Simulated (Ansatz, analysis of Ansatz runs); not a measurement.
# Charge-transition level of Li on a Zn site in ZnO (PBE), part 2 of 3

Aim: the charge-transition level of the Li on a Zn site in ZnO, to be set beside the measurement. Set-up: PBE, 72-site cell, PBE lattice, 420 eV, k: the single point 1/4 1/4 1/4 then 2x2x2 shifted 0.5 0.5 0.5, started with the impurity moved along one bond. The model is a cell of 72 host atoms with 1 Zn taken out and 1 Li put in. The level is the Fermi energy at which two charge states have equal formation energy, after a correction for the images of the charge. A local or semilocal functional is the cheapest first rung.

Ansatz 0.2.0; PBE, 72-site cell, PBE lattice, 420 eV, k: the single point 1/4 1/4 1/4 then 2x2x2 shifted 0.5 0.5 0.5, started with the impurity moved along one bond.

So far: Set-up; Relaxation, charge 0.

## 2. Relaxation, charge 0 (continued)

Level of this step: plane-wave PAW DFT, PBE; relaxation of all atoms of a defect supercell (Ansatz).

Relaxation path:

| step | energy less that of the first step (eV) | largest force component (eV/Å) |
| --- | --- | --- |
| 1 | 0.0000 | 0.6065 |
| 2 | -0.1854 | 0.4260 |
| 3 | -0.3702 | 0.1087 |
| 4 | -0.3741 | 0.0610 |
| 5 | -0.3757 | 0.0193 |

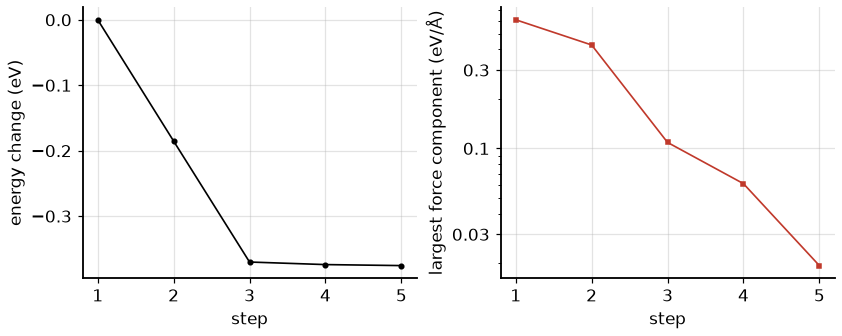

Energy and largest force along the relaxation.

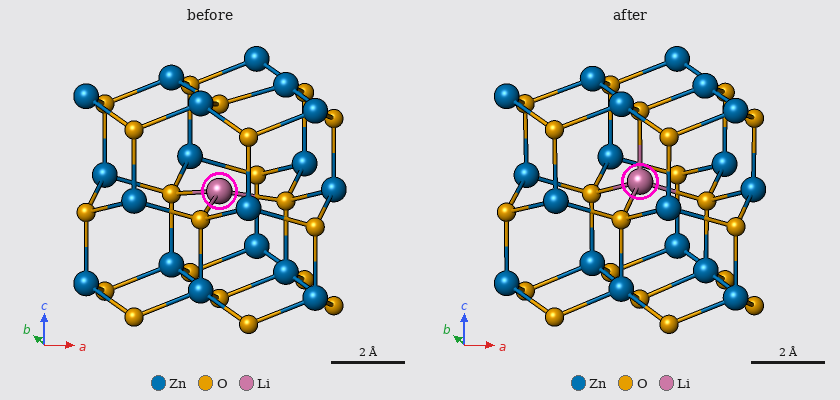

Before and after: the atoms that start within 5 Å of the centre. Li38, which moves most, is ringed if it is among them.

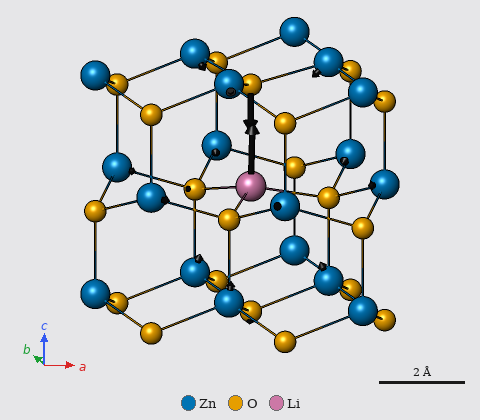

Displacements in the relaxation from the typed sites near the centre, exaggerated; the longest in the cell stands for 0.27 Å.

The atoms that moved most (Å, from the sites as typed, ahead of the random displacement):

| atom | dx | dy | dz | length |
| --- | --- | --- | --- | --- |
| Li38 | 0.008 | -0.004 | 0.266 | 0.267 |
| O39 | -0.002 | 0.002 | -0.199 | 0.199 |
| Zn61 | -0.034 | -0.015 | -0.033 | 0.050 |
| Zn29 | -0.005 | 0.037 | -0.033 | 0.050 |
| Zn25 | -0.001 | 0.018 | 0.044 | 0.047 |
| Zn57 | -0.016 | -0.009 | 0.042 | 0.046 |
| Zn33 | 0.014 | -0.008 | 0.042 | 0.045 |
| Zn37 | 0.027 | -0.016 | -0.032 | 0.044 |

Neighbours of Li38 at the end:

| atom | distance (Å) |
| --- | --- |
| O39 | 1.992 |
| O28 | 2.007 |
| O60 | 2.008 |
| O36 | 2.028 |
| Zn61 | 3.190 |
| Zn29 | 3.190 |
| Zn37 | 3.202 |
| Zn25 | 3.219 |
| Zn57 | 3.220 |
| Zn33 | 3.229 |
| Zn62 | 3.237 |
| Zn30 | 3.237 |
| Zn70 | 3.242 |
| Zn6 | 3.242 |
| Zn46 | 3.254 |
| Zn14 | 3.254 |

This step gave:

```yaml
free_energy: -136812.1882 eV
smearing_term_ts: 0.002928 eV
total_moment: 1.000 μB
integral_of_the_absolute_spin_density: 1.160 μB
spin_contamination: 4.96e-4
```

The relaxation ends 5.2 meV an atom lower than the displaced start, with a largest force component of 0.019 eV/Å.

## 3. Relaxation, charge −1

The input displaces the atoms at random before the relaxation, so that it can leave a symmetric saddle if there is one.

File relax1/input.yaml:

```yaml
relax:
  f_tol: 0.02
  max_steps: 80
  random_displacement: { amplitude: 0.02, seed: 782 }
crystal:
  lattice:
    - [9.83855992, 0.0, 0.0]
    - [-4.91927996, 8.52044282, 0.0]
    - [0.0, 0.0, 10.58650211]
  atoms:
    - { symbol: Zn, position: [0.111111111, 0.222222222, 0.249983552] }
    - { symbol: Zn, position: [0.222222222, 0.111111111, -1.6448e-05] }
[... 22 atom lines left out ...]
    - { symbol: Zn, position: [0.444444444, 0.222222222, 0.249983552] }
[... 2 atom lines left out ...]
    - { symbol: O, position: [0.444444444, 0.222222222, 0.439521448] }
    - { symbol: Zn, position: [0.444444444, 0.222222222, 0.749983552] }
[... 3 atom lines left out ...]
    - { symbol: Zn, position: [0.444444444, 0.555555556, 0.249983552] }
[... 2 atom lines left out ...]
    - { symbol: O, position: [0.444444444, 0.555555556, 0.439521448] }
    - { symbol: Zn, position: [0.444444444, 0.555555556, 0.749983552] }
    - { symbol: Li, position: [0.555555556, 0.444444444, 0.476368575] }
    - { symbol: O, position: [0.555555556, 0.444444444, 0.70841343] }
[... 17 atom lines left out ...]
    - { symbol: Zn, position: [0.777777778, 0.555555556, 0.249983552] }
[... 2 atom lines left out ...]
    - { symbol: O, position: [0.777777778, 0.555555556, 0.439521448] }
    - { symbol: Zn, position: [0.777777778, 0.555555556, 0.749983552] }
    - { symbol: Zn, position: [0.888888889, 0.444444444, 0.499983552] }
[... 9 atom lines left out ...]
    - { symbol: O, position: [0.777777778, 0.888888889, 0.939521448] }
  host:
    repeats: [3, 3, 2]
    atoms:
      - { symbol: Zn, position: [0.333333333, 0.666666667, 0.499967103] }
      - { symbol: Zn, position: [0.666666667, 0.333333333, -3.2897e-05] }
      - { symbol: O, position: [0.666666667, 0.333333333, 0.379042897] }
      - { symbol: O, position: [0.333333333, 0.666666667, 0.879042897] }
total_charge: -1
basis:
  ecutwfc: 420
  xc_grid: 2
hamiltonian:
  xc: pbe
kpoints:
  mp_grid: { grid: [1, 1, 1], shift: [0.25, 0.25, 0.25] }
scf:
  occupations: { method: fermi_dirac, width: 0.01 }
  max_iter: 120
output:
  forces: true
  charged_corrections:
    epsilon: [5.21, 5.21, 5.27]
    static_epsilon: [10.56, 10.56, 11.59]
    defect_position: [0.555556, 0.444444, 0.499984]
checkpoint:
  write: "../relax1.run"
  compress: false
  write_wavefunctions: true
  write_every: 100000
```

Started as:

```bash
ansatz run input.yaml --threads 2 --pin off --max-ram 4710MiB --backend cpu --events-out ev --progress --plain --runs-dir out
```

Numbers of over 12 decimals in the logs are rounded to 6 here.

Output:

```text
[...]
Crystal: 72 atoms, lattice volume = 887.455 Å³
Basis set: ecut = 420 eV, 17351 PW (Γ), exchange–correlation on 144×144×144 points (8 copies of the dense FFT grid, shifted against one another)
Bands: 392, of which v1, the nominal top of the filled ones, is band 320 counted from 1 (319 counted from 0)
Symmetry: 1 space group operations
k-points: 1
[...]
SCF iter   1: F=—  HF=-136805.519153 eV  |F-HF|=—  |Δ(HF+E_count)|=         —  Δρ=7.89e-3  dr2=3.23e-1  ethr=1.77e-3  ⟨swp⟩=6.0  Hψ=1619  notcnv=0  defer=9
[...]
SCF iter   8: F=-136805.410209 eV  HF=-136805.410208 eV  |F-HF|=2.50e-7  |Δ(HF+E_count)|=   7.71e-6  Δρ=1.05e-5  dr2=9.32e-7  ethr=1.56e-9  ⟨swp⟩=2.0  Hψ=1329  notcnv=0
SCF 1 converged in 8 iterations: F = -136805.410209 eV  dr2 = 9.32e-7
[...]
--- Relaxed structure (5 steps of the walk, 5 accepted, 0 SCFs on fresh bases) ---
  F+E_penalty+E_count = -136805.82770503 eV   max|allowed force component| = 5.038e-3 eV/Å
  atoms:
    - { symbol: Zn, position: [0.111618, 0.222835, 0.250565] }
    - { symbol: Zn, position: [0.223487, 0.111398, 6.735496298209977e-6] }
    [... 22 atoms left out ...]
    - { symbol: Zn, position: [0.445475, 0.224810, 0.254561] }
    [... 2 atoms left out ...]
    - { symbol: O, position: [0.444894, 0.222255, 0.439654] }
    - { symbol: Zn, position: [0.446525, 0.226823, 0.746464] }
    [... 3 atoms left out ...]
    - { symbol: Zn, position: [0.445325, 0.554783, 0.254408] }
    [... 2 atoms left out ...]
    - { symbol: O, position: [0.444502, 0.555729, 0.439639] }
    [... 1 atom left out ...]
    - { symbol: Li, position: [0.555547, 0.444834, 0.500317] }
    - { symbol: O, position: [0.555481, 0.444771, 0.689914] }
    [... 17 atoms left out ...]
    - { symbol: Zn, position: [0.775274, 0.554663, 0.254554] }
    [... 2 atoms left out ...]
    - { symbol: O, position: [0.778019, 0.555353, 0.439635] }
    - { symbol: Zn, position: [0.773451, 0.553730, 0.746496] }
    [... 11 atoms left out ...]
[key lines of the parts left out:]
SCF converged after 7 iterations
Free energy (F): -136805.827705 eV
Fermi energy:    7.545029 eV
```

It took 4 min on 2 threads of Arm Neoverse V1, shared host; peak memory 2.2 GiB.

Step by step:

| step | energy less that of the first step (eV) | largest force component (eV/Å) |
| --- | --- | --- |
| 1 | 0.0000 | 0.6618 |
| 2 | -0.2387 | 0.4249 |
| 3 | -0.4105 | 0.2198 |
| 4 | -0.4167 | 0.0509 |
| 5 | -0.4175 | 0.0050 |

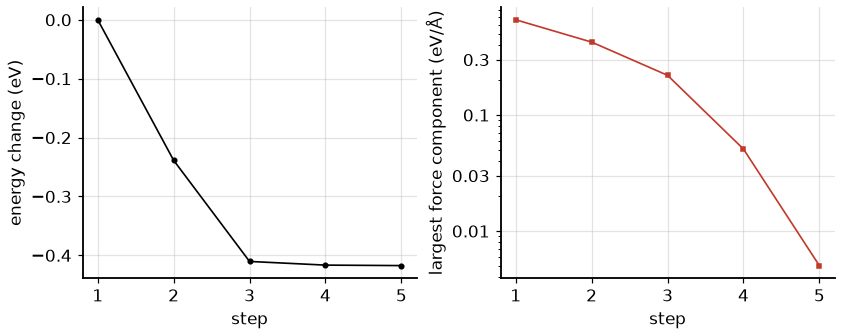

Energy and largest force along the relaxation.

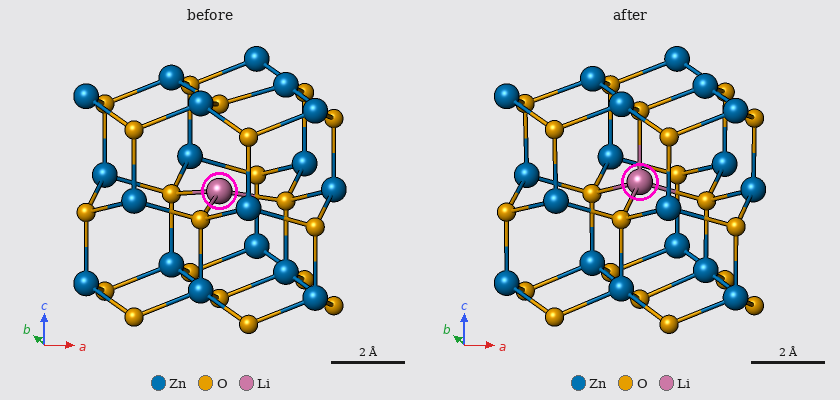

Before and after: the atoms that start within 5 Å of the centre. Li38, which moves most, is ringed if it is among them.

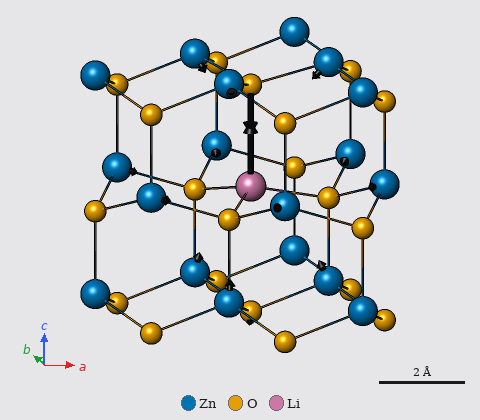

Displacements in the relaxation from the typed sites near the centre, exaggerated; the longest in the cell stands for 0.25 Å.

The atoms that moved most (Å, from the sites as typed, ahead of the random displacement):

| atom | dx | dy | dz | length |
| --- | --- | --- | --- | --- |
| Li38 | -0.002 | 0.002 | 0.253 | 0.253 |
| O39 | -0.002 | 0.002 | -0.196 | 0.196 |
| Zn29 | -0.002 | 0.038 | -0.038 | 0.054 |
| Zn61 | -0.034 | -0.017 | -0.037 | 0.053 |
| Zn57 | -0.020 | -0.009 | 0.048 | 0.053 |
| Zn25 | -0.003 | 0.021 | 0.048 | 0.052 |
| Zn37 | 0.029 | -0.017 | -0.038 | 0.050 |
| Zn33 | 0.013 | -0.008 | 0.046 | 0.049 |

Neighbours of Li38 at the end:

| atom | distance (Å) |
| --- | --- |
| O36 | 1.997 |
| O60 | 2.001 |
| O28 | 2.002 |
| O39 | 2.007 |
| Zn61 | 3.200 |
| Zn29 | 3.200 |
| Zn37 | 3.200 |
| Zn57 | 3.205 |
| Zn25 | 3.207 |
| Zn33 | 3.209 |
| Zn46 | 3.236 |
| Zn14 | 3.237 |
| Zn70 | 3.239 |
| Zn6 | 3.240 |
| Zn62 | 3.245 |
| Zn30 | 3.246 |

Read from the output:

```yaml
free_energy: -136805.8277 eV
```

The relaxation ends 5.8 meV an atom lower than the displaced start, with a largest force component of 0.0050 eV/Å.

## 4. Single point, charge 0

The relaxed structure is kept, and the final numbers are taken at the final level and k-points.

This step: plane-wave PAW DFT, PBE; single point of a defect supercell.

File point0/input.yaml:

```yaml
crystal:
  lattice:
    - [9.83855992, 0.0, 0.0]
    - [-4.91927996, 8.52044282, 0.0]
    - [0.0, 0.0, 10.58650211]
  atoms:
    - { symbol: Zn, position: [0.111668271, 0.222600255, 0.250292677] }
    - { symbol: Zn, position: [0.223223286, 0.111369833, -3.2116e-05] }
[... 3 atom lines left out ...]
    - { symbol: Zn, position: [0.227039503, 0.114210568, 0.499006211] }
[... 18 atom lines left out ...]
    - { symbol: Zn, position: [0.44548398, 0.224426318, 0.254146061] }
[... 2 atom lines left out ...]
    - { symbol: O, position: [0.444600903, 0.221549083, 0.439453171] }
    - { symbol: Zn, position: [0.446184687, 0.226663878, 0.746872828] }
[... 3 atom lines left out ...]
    - { symbol: Zn, position: [0.445390746, 0.554708015, 0.254017296] }
[... 2 atom lines left out ...]
    - { symbol: O, position: [0.443590205, 0.556649781, 0.439387088] }
    - { symbol: Zn, position: [0.446276252, 0.553828623, 0.747013305] }
    - { symbol: Li, position: [0.556168642, 0.444070815, 0.501574741] }
    - { symbol: O, position: [0.555476974, 0.444782248, 0.689704293] }
[... 17 atom lines left out ...]
    - { symbol: Zn, position: [0.77568916, 0.554693596, 0.254037912] }
[... 2 atom lines left out ...]
    - { symbol: O, position: [0.778787561, 0.555649654, 0.439372227] }
    - { symbol: Zn, position: [0.773499574, 0.553991039, 0.746879052] }
[... 10 atom lines left out ...]
    - { symbol: O, position: [0.777920549, 0.888926438, 0.939516586] }
  host:
    repeats: [3, 3, 2]
    atoms:
      - { symbol: Zn, position: [0.333333333, 0.666666667, 0.499967103] }
      - { symbol: Zn, position: [0.666666667, 0.333333333, -3.2897e-05] }
      - { symbol: O, position: [0.666666667, 0.333333333, 0.379042897] }
      - { symbol: O, position: [0.333333333, 0.666666667, 0.879042897] }
basis:
  ecutwfc: 420
  xc_grid: 2
hamiltonian:
  xc: pbe
kpoints:
  mp_grid: { grid: [2, 2, 2], shift: [0.5, 0.5, 0.5] }
magnetization:
  spin_polarized: true
  initial_magnetization: 1
  spin_locking: { lock_magnetization: hard }
scf:
  occupations: { method: fermi_dirac, width: 0.01 }
  max_iter: 120
output:
  forces: true
  charged_corrections:
    epsilon: [5.21, 5.21, 5.27]
    static_epsilon: [10.56, 10.56, 11.59]
    defect_position: [0.555556, 0.444444, 0.499984]
  eigenvalues: true
checkpoint:
  read: "../relax0.run"
  write: "../point0.run"
  compress: false
  write_wavefunctions: true
  write_every: 100000
```

Output:

```text
[...]
Crystal: 72 atoms, lattice volume = 887.455 Å³
Basis set: ecut = 420 eV, 17351 PW (Γ), exchange–correlation on 144×144×144 points (8 copies of the dense FFT grid, shifted against one another)
Bands: 392, of which v1, the nominal top of the filled ones, is band 320 counted from 1 (319 counted from 0)
Symmetry: 1 space group operations
[...]
k-points: 4 of 8 (time reversal used)
[...]
Stability of the state it starts from, as read at its close in the collinear treatment: not read negative (Ritz values of 1 − χ₀K, real part plus size of imaginary part, from 1.0 to 1.4, by its mixing steps under no symmetry); [...]
Starting moments: Σ|m| = 1 μB on 72 of 72 sites; this step starts from the density that it was given
[...]
iter 1 solved again at ethr=3.93e-6 eV; its pass at ethr=3.10e-3 eV (dr2=2.51e-2 eV) is discarded
[...]
--- Forces (eV/Å), atoms counted from 1 ---
  atom   1  Zn    -0.01508139     0.01894775     0.00855926
  atom   2  Zn    -0.00099093     0.00879621     0.00724530
  [... 22 atoms left out ...]
  atom  25  Zn     0.00496278     0.01110256     0.00383047
  [... 2 atoms left out ...]
  atom  28  O     -0.03428052    -0.01896234     0.00682602
  atom  29  Zn     0.03466312    -0.00197039     0.00279142
  [... 3 atoms left out ...]
  atom  33  Zn    -0.01522992     0.01422439     0.03002385
  [... 2 atoms left out ...]
  atom  36  O      0.03240427    -0.02102906     0.00259874
  [... 1 atom left out ...]
  atom  38  Li    -0.04315990     0.02609883    -0.05236640
  atom  39  O      0.00047843    -0.00536006     0.04130308
  [... 17 atoms left out ...]
  atom  57  Zn    -0.00269386    -0.00542249     0.00851852
  [... 2 atoms left out ...]
  atom  60  O     -0.00565462     0.03802705     0.00602854
  atom  61  Zn     0.02276816    -0.02411539     0.00307421
  [... 11 atoms left out ...]
  max |Σ_I F_I| component: 5.73e-5 eV/Å
--- Band table (eV; the first three rows and the last of 8) ---
[...]
[... further k-points left out ...]
[key lines of the parts left out:]
SCF converged after 10 iterations
Magnetization: 1.0000 μB (320.0000 up, 319.0000 down)
Free energy (F): -136811.713454 eV
Fermi energy:    6.396370 (↑ 7.288465, ↓ 6.374121) eV
```

It took 11 min on 2 threads; peak memory 3.3 GiB; 22 min of CPU time.

This step gave:

- free energy: -136811.7135 eV
- smearing term TS: 0.004325 eV
- total moment: 1 μB
- integral of the absolute spin density: 1.150 μB
- spin contamination: 3.31e-4

(Continued in part 3 of 3.)

[Logs are printed without paths, hosts, clocks, repeated set-up lines and the standing remarks that a program may print on its own settings, such as how far it seeks lower states.]

[Hosts, paths, dates, database ids (printed as entryN), source tags and the programs' standing remarks are cut or masked in the printed files.]

[For some hosts the program warned that the k-mesh of the response run may be too coarse for force constants and the static dielectric constant; such warnings are not shown here.]
